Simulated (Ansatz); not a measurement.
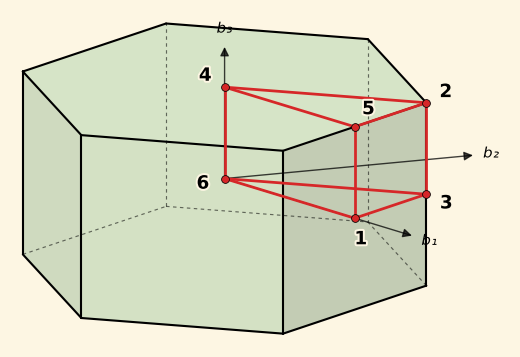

The first Brillouin zone of a primitive hexagonal lattice (hP; extended symbol hP2) is drawn with its special points numbered. Crystal: Rh, coordinates from a relaxation with DFT, PBE, plane waves (420 eV) with PAW, scalar-relativistic in Ansatz 0.2.0; the starting structure was generated, so it need not be a known form of this composition. Symmetry computed with spglib at a tolerance of 0.002 Å; standard conventional cell.

a = 2.723 Å, b = 2.723 Å, c = 4.394 Å, α = 90.00°, β = 90.00°, γ = 120.00°.

Labels and path follow the convention of Hinuma et al. (2017), as computed by seekpath; the arrows show the directions of the reciprocal primitive vectors b₁, b₂, b₃, in which coordinates are given.

### Give the label and coordinates of each numbered point.

```tsv
no.	label	coordinates
1	M	(1/2, 0, 0)
2	H	(1/3, 1/3, 1/2)
3	K	(1/3, 1/3, 0)
4	A	(0, 0, 1/2)
5	L	(1/2, 0, 1/2)
6	Γ	(0, 0, 0)
```
